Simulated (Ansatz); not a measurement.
# Two runs on ZrN

System: ZrN (Fm-3m, 2 atoms in the cell).
Method of run A: Kohn-Sham DFT of a periodic cell, PBEsol with D3(BJ), Ansatz PAW, no spin polarisation (Ansatz 0.2.0).

The structure derives from an entry of the Crystallography Open Database. Text and figures count atoms from 1; the logs count them from 0 in places.

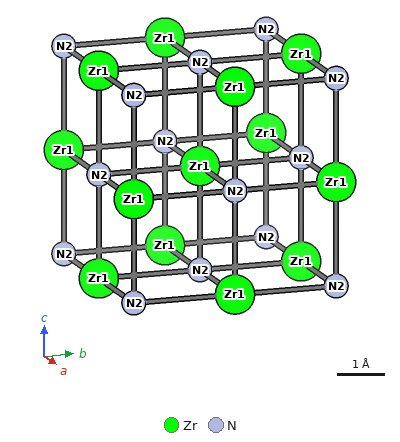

The structure (ball-and-stick view of the cell 4 times as large as that of the calculation, set on its symmetry axes, seen slightly off an axis; atoms are numbered from 1 in the order of the input). Near neighbours in the crystal (not all of them lie inside the picture): Zr has 6 N at 2.32 Å; N has 6 Zr at 2.32 Å.

Input, run A:
```yaml
crystal:
  lattice:
    - [0.0, 2.315232232, 2.315232232]
    - [2.315232232, 0.0, 2.315232232]
    - [2.315232232, 2.315232232, 0.0]
  atoms:
    - { symbol: Zr, position: [0.5, 0.5, 0.5] }
    - { symbol: "N", position: [0.0, 0.0, 0.0] }
hamiltonian:
  xc: pbesol
  pseudopotentials: { kind: paw }
  dispersion: d3bj
kpoints:
  mp_grid: { grid: [10, 10, 10] }
scf:
  occupations: { method: fermi_dirac, width: 0.05 }
output:
  forces: true
  stress: true
  eigenvalues: true
```

Command:
```bash
ansatz run input.yaml --threads 2 --pin off --max-ram 5120MiB --backend cpu --events-out ev --progress --plain --runs-dir out
```

Hardware: 2 threads of Arm Neoverse V2, 24 GiB of memory available, shared host.

Output, shortened to warnings, some set-up lines, iterations and results (run A):
```
Basis set: ecut = 420 eV, 531 PW (Γ), exchange–correlation on 48×48×48 points (8 copies of the dense FFT grid, shifted against one another)
Symmetry: 48 space group operations
k-points: 47 of 1000
Initial density: superposition of atomic densities (neutral atoms: chi_scale 0, normalization atom), corrected by the library's trained network
[...]
SCF iter   1: F=—  HF=-4511.744103 eV  |F-HF|=—  |Δ(HF+E_count)|=         —  Δρ=1.24e-2  dr2=3.97e-2  ethr=1.77e-3  ⟨swp⟩=5.0  Hψ=3008  notcnv=0
SCF iter   2: F=—  HF=-4511.737570 eV  |F-HF|=—  |Δ(HF+E_count)|=   6.53e-3  Δρ=6.89e-3  dr2=1.38e-2  ethr=2.34e-4  ⟨swp⟩=1.4  Hψ=1026  notcnv=0  defer=7
SCF iter   3: F=—  HF=-4511.734577 eV  |F-HF|=—  |Δ(HF+E_count)|=   2.99e-3  Δρ=6.84e-4  dr2=6.42e-5  ethr=8.09e-5  ⟨swp⟩=2.0  Hψ=909  notcnv=0  defer=7
SCF iter   4: F=—  HF=-4511.734555 eV  |F-HF|=—  |Δ(HF+E_count)|=   2.14e-5  Δρ=9.50e-5  dr2=2.12e-6  ethr=3.77e-7  ⟨swp⟩=2.1  Hψ=952  notcnv=0  defer=7
SCF iter   5: F=-4511.734555 eV  HF=-4511.734555 eV  |F-HF|=1.13e-8  |Δ(HF+E_count)|=   2.36e-7  Δρ=1.23e-5  dr2=2.32e-8  ethr=1.24e-8  ⟨swp⟩=2.6  Hψ=912  notcnv=0  defer=7
SCF iter   6: F=-4511.734555 eV  HF=-4511.734555 eV  |F-HF|=1.24e-10  |Δ(HF+E_count)|=   5.08e-9  Δρ=1.37e-6  dr2=2.56e-10  ethr=1.37e-10  ⟨swp⟩=2.5  Hψ=2106  notcnv=0
SCF 1 converged in 6 iterations: F = -4511.734555 eV  dr2 = 2.56e-10
SCF converged after 6 iterations
Free energy (F): -4511.734555 eV
Harris-Foulkes:  -4511.734555 eV  (|F-HF|=1.24e-10)
Internal energy: -4511.728154 eV  (E = F + TS)
E sigma→0 (E₀):  -4511.731355 eV
Entropy (-TS):   -0.006401 eV (-3.200 meV/atom)
Fermi energy:    17.003980 eV
--- Per-component energies (eV) ---
  E_band       = -36.688421
  E_kinetic    = 464.470233
  E_local      = -640.136681  (includes V_loc(G=0)·N_el)
  E_nonlocal   = 124.788817
  E_hartree    = 191.094987
  E_xc         = -221.676060
  E_vxc        = -268.630040  (∫ρ·V_xc dr)
  E_paw        = -3021.538047  (= ΣΔE_a)
  E_vpaw       = -99.371173  (= ΣTr[D̂ρ^β])
  E_aug_tail   = 0.000109  (compensation charges beyond the density's cutoff)
  E_ewald      = -1408.115515
  E_disp       = -0.809814  (pairwise vdW)
  E_core_change = 0.193819  (= ΣΔE_core)
  E_smearing   = -0.006401  (= −TS)
  E_closure    = -0.000000  (closes the sum)
  Σ components = -4511.734555   (vs F -4511.734555, Δ=0.00e0)
--- Forces (eV/Å), atoms counted from 1 ---
  atom   1  Zr     0.00000000     0.00000000     0.00000000
  atom   2  N     -0.00000000     0.00000000     0.00000000
  max |Σ_I F_I| component: 1.79e-29 eV/Å
--- Stress (GPa, compression-positive) ---
      -17.653851       0.000000      -0.000000
        0.000000     -17.653851      -0.000000
        0.000000      -0.000000     -17.653851
  P = ⅓ Tr σ = -17.6539 GPa (-176.539 kbar)
```

The input of run B differs as follows (lines with − go, lines with + come):
```diff
-  xc: pbesol
+  xc: lda
-  dispersion: d3bj
```

What does this change do to the results?

The total energies belong to different models, so their difference says nothing on which is more stable or more accurate. The pressure goes from −17.65 to −16.94 GPa. The functional changes from PBEsol to LDA. The number of SCF iterations is the same.

Output, shortened to warnings, some set-up lines, iterations and results (run B):
```
Basis set: ecut = 420 eV, 531 PW (Γ)
Symmetry: 48 space group operations
k-points: 47 of 1000
Initial density: superposition of atomic densities (neutral atoms: chi_scale 0, normalization atom), corrected by the library's trained network
[...]
SCF iter   1: F=—  HF=-4455.253361 eV  |F-HF|=—  |Δ(HF+E_count)|=         —  Δρ=9.40e-3  dr2=2.24e-2  ethr=1.77e-3  ⟨swp⟩=5.0  Hψ=3013  notcnv=0
SCF iter   2: F=—  HF=-4455.250287 eV  |F-HF|=—  |Δ(HF+E_count)|=   3.07e-3  Δρ=5.81e-3  dr2=9.51e-3  ethr=1.32e-4  ⟨swp⟩=1.2  Hψ=997  notcnv=0
SCF iter   3: F=—  HF=-4455.248325 eV  |F-HF|=—  |Δ(HF+E_count)|=   1.96e-3  Δρ=8.47e-4  dr2=9.21e-5  ethr=5.60e-5  ⟨swp⟩=2.1  Hψ=805  notcnv=0
SCF iter   4: F=—  HF=-4455.248289 eV  |F-HF|=—  |Δ(HF+E_count)|=   3.66e-5  Δρ=1.54e-4  dr2=2.97e-6  ethr=5.42e-7  ⟨swp⟩=2.0  Hψ=972  notcnv=0
SCF iter   5: F=—  HF=-4455.248288 eV  |F-HF|=—  |Δ(HF+E_count)|=   7.97e-7  Δρ=2.56e-5  dr2=1.55e-7  ethr=1.75e-8  ⟨swp⟩=1.7  Hψ=673  notcnv=0
SCF iter   6: F=-4455.248288 eV  HF=-4455.248288 eV  |F-HF|=1.38e-9  |Δ(HF+E_count)|=   5.92e-8  Δρ=3.56e-6  dr2=1.85e-9  ethr=5.88e-10  ⟨swp⟩=4.8  Hψ=2221  notcnv=0
SCF 1 converged in 6 iterations: F = -4455.248288 eV  dr2 = 1.85e-9
SCF converged after 6 iterations
Free energy (F): -4455.248288 eV
Harris-Foulkes:  -4455.248288 eV  (|F-HF|=1.38e-9)
Internal energy: -4455.241966 eV  (E = F + TS)
E sigma→0 (E₀):  -4455.245127 eV
Entropy (-TS):   -0.006322 eV (-3.161 meV/atom)
Fermi energy:    16.825273 eV
--- Per-component energies (eV) ---
  E_band       = -39.096076
  E_kinetic    = 464.895636
  E_local      = -644.914947  (includes V_loc(G=0)·N_el)
  E_nonlocal   = 128.553717
  E_hartree    = 191.712394
  E_xc         = -221.579665
  E_vxc        = -268.748931  (∫ρ·V_xc dr)
  E_paw        = -2966.244137  (= ΣΔE_a)
  E_vpaw       = -102.305433  (= ΣTr[D̂ρ^β])
  E_aug_tail   = 0.000107  (compensation charges beyond the density's cutoff)
  E_ewald      = -1408.115515
  E_core_change = 0.450445  (= ΣΔE_core)
  E_smearing   = -0.006322  (= −TS)
  E_closure    = 0.000000  (closes the sum)
  Σ components = -4455.248288   (vs F -4455.248288, Δ=0.00e0)
--- Forces (eV/Å), atoms counted from 1 ---
  atom   1  Zr     0.00000000     0.00000000    -0.00000000
  atom   2  N     -0.00000000     0.00000000    -0.00000000
  max |Σ_I F_I| component: 2.85e-29 eV/Å
--- Stress (GPa, compression-positive) ---
      -16.942524       0.000000      -0.000000
        0.000000     -16.942524       0.000000
       -0.000000       0.000000     -16.942524
  P = ⅓ Tr σ = -16.9425 GPa (-169.425 kbar)
```

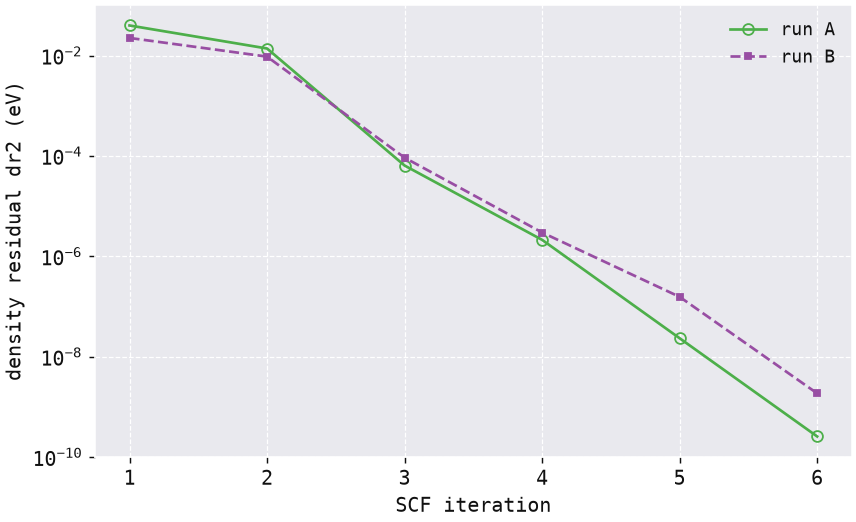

Convergence of the two runs: density residual dr2 against the SCF iteration. Run A takes 6 iterations in all, and run B takes 6.

The two runs side by side:

| quantity | run A | run B |
| --- | --- | --- |
| outcome | converged | converged |
| free energy per atom (eV) | −2255.8673 | −2227.6241 |
| energy per atom, smearing taken to zero (eV) | −2255.8657 | −2227.6226 |
| gap on the mesh (eV) | 0.00 | 0.00 |
| pressure (GPa) | −17.65 | −16.94 |
| largest force (eV/Å) | 0.000 | 0.000 |
| SCF iterations | 6 | 6 |
| irreducible k-points | 47 | 47 |
| plane waves at Γ | 531 | 531 |
| wall time (shared host) | 0.73 s | 0.55 s |

For both runs: The cell holds an odd number of electrons but the run has no spin polarisation, so it comes out as a metal. For run A: The cell is under a tension of 17.7 GPa at this level, so it is not at its equilibrium volume. For run B: The cell is under a tension of 16.9 GPa at this level, so it is not at its equilibrium volume.
